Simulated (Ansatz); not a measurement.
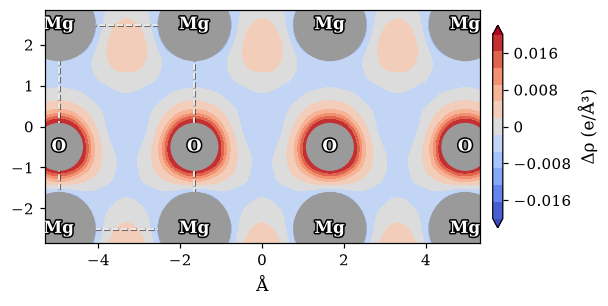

MgO: difference of two self-consistent densities at the same geometry, ρ(r2SCAN) − ρ(PBE), on the (010) plane of the conventional cell. Grey discs cover the cores, where the PAW densities can't be compared. Cores are masked to 0.9 Å (Mg) and 0.6 Å (O).

Space group P6_3mc. This isn't the usual form at ambient conditions. The cell comes from a database of computed structures, not from a measurement.

Both runs: Ansatz, scalar-relativistic, plane waves and PAW, same cutoff, k-points and PAW files (made with PBE).

What differs between the two levels of theory?

Answer. Against PBE, and outside the masked cores, the largest gain lies at the edge of the masked core of O, and the largest loss lies at the edge of the masked core of Mg.
- Bader charges are Mg +1.70 and O −1.70 e with PBE and Mg +1.73 and O −1.73 e with r2SCAN.
- At this volume the pressure is 3 GPa with PBE and −1 GPa with r2SCAN.
- The gap on the mesh is 3.48 eV with PBE and 4.14 eV with r2SCAN.
